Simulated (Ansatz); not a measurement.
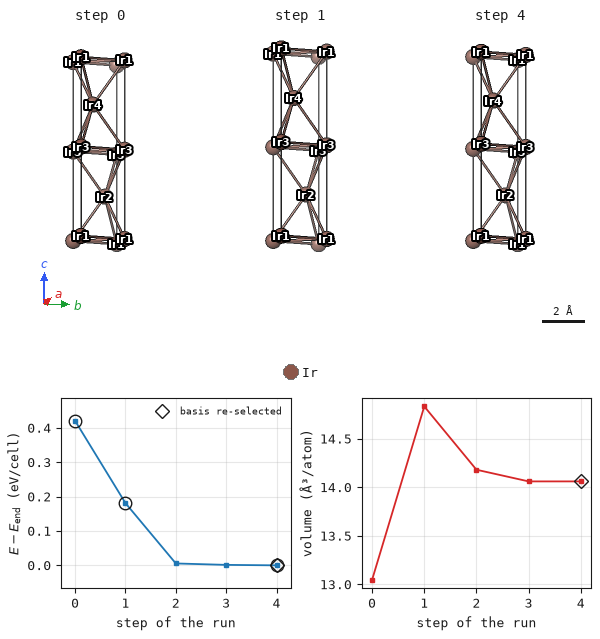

Frames of a relaxation of a crystal of Ir (a generated structure, set up in P6_3/mmc) (coarse preliminary run), marked on the history of the run. Style: ball-and-stick. Shown: the cell of the calculation, from a free direction.

Case: Co → Ir on all its sites, cell and atoms relaxed.

Computed with DFT PBEsol, scalar-relativistic, plane waves, PAW (Ansatz). (plane-wave cutoff 420 eV; k-point mesh 12 × 12 × 4; occupations gaussian; smearing width 0.1 eV; no spin polarisation; cell and atoms relaxed; force threshold 0.05 eV/Å; at most 60 steps)

Question: What happens along the run?

Answer: No atom moves by more than 0.005 Å relative to the cell. The drawn cell changes as follows: a = b 2.648 → 2.710 Å (+2.3 %), c 8.592 → 8.846 Å (+3.0 %); the volume changes by +7.8 %. Among the contacts that change: Ir1–Ir2 2.637 → 2.709 Å, Ir1–Ir1 2.648 → 2.710 Å. The space group stays P6_3/mmc (No. 194). The energy falls by 0.421 eV per cell of the calculation in 3 accepted moves (4 points after the start). All forces vanish by symmetry, so only the cell relaxes. Pressure: 35.26 GPa at the start and 0.28 GPa at the end. The SCF was repeated once at an unchanged geometry on a basis and grid sized afresh for the cell, which shifted the energy by 1.4 meV per cell of the calculation at most. Cost: 33 s on 1 thread of Arm Neoverse V1, on a shared host, peak memory 0.38 GiB. From step 0 to 1: volume +13.7 %, energy −0.239 eV per cell of the calculation. From step 1 to 4: volume −5.2 %, energy −0.181 eV per cell of the calculation.

```json
{"step": "0", "E − E(0), meV/atom": "0.00", "pressure, GPa": "35.26", "volume, Å³/atom": "13.048", "note": ""}
{"step": "1", "E − E(0), meV/atom": "-59.87", "pressure, GPa": "-17.83", "volume, Å³/atom": "14.833", "note": ""}
{"step": "2", "E − E(0), meV/atom": "-103.78", "pressure, GPa": "-2.90", "volume, Å³/atom": "14.181", "note": ""}
{"step": "3", "E − E(0), meV/atom": "-104.82", "pressure, GPa": "0.33", "volume, Å³/atom": "14.061", "note": ""}
{"step": "4", "E − E(0), meV/atom": "-105.16", "pressure, GPa": "0.28", "volume, Å³/atom": "14.061", "note": "same geometry, new basis"}
```
